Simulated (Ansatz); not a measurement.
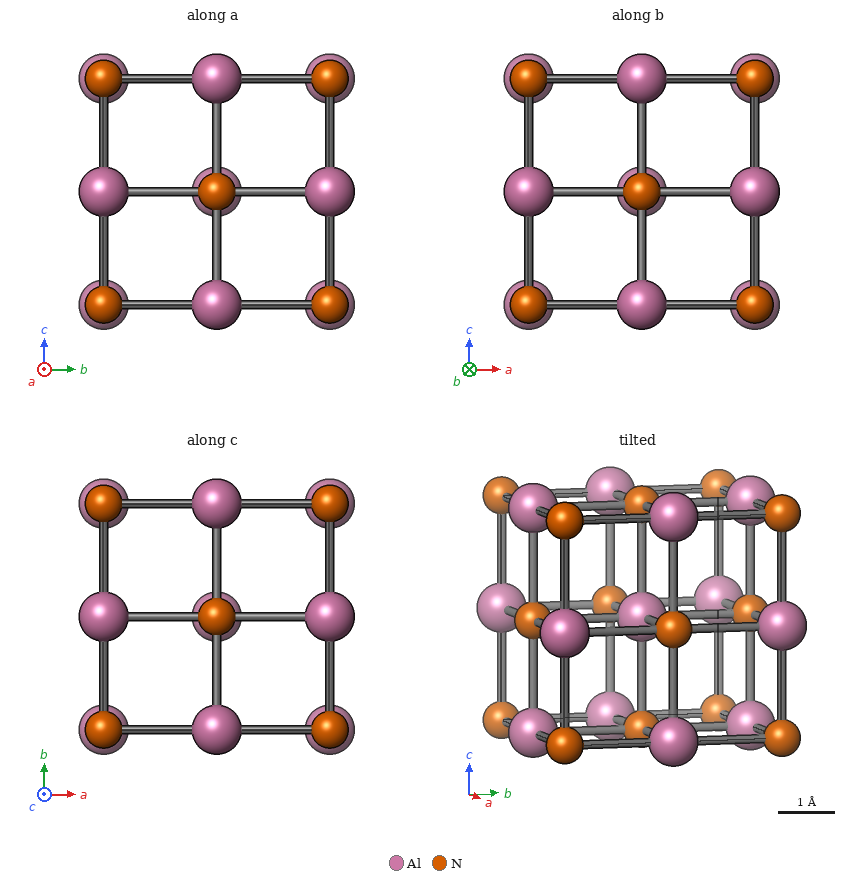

Structure drawing (ball-and-stick), viewed along the a axis, along the b axis, along the c axis and slightly off an axis. Atoms at the boundary of the conventional unit cell (the box) are drawn once for each face, edge or corner they touch.

Lattice parameters: a = 4.0705 Å, b = 4.0705 Å, c = 4.0705 Å, α = 90.000°, β = 90.000°, γ = 90.000°.

Question: Convert the drawing into a CIF with its space group and independent sites.

Answer:
```cif
data_structure
_symmetry_space_group_name_H-M 'F m -3 m'
_symmetry_Int_Tables_number 225
_cell_length_a 4.0705
_cell_length_b 4.0705
_cell_length_c 4.0705
_cell_angle_alpha 90.000
_cell_angle_beta 90.000
_cell_angle_gamma 90.000
_cell_volume 67.45
loop_
_atom_site_label
_atom_site_type_symbol
_atom_site_symmetry_multiplicity
_atom_site_Wyckoff_symbol
_atom_site_fract_x
_atom_site_fract_y
_atom_site_fract_z
_atom_site_occupancy
Al1 Al 4 b 0.5000 0.0000 0.0000 1
N1 N 4 a 0.0000 0.0000 0.0000 1
```

The cell started as a structure type filled with these elements by a generator (whether the compound takes this form wasn't checked). The structure drawn was relaxed with Ansatz 0.2.0, DFT PBE, scalar-relativistic, plane waves, PAW.
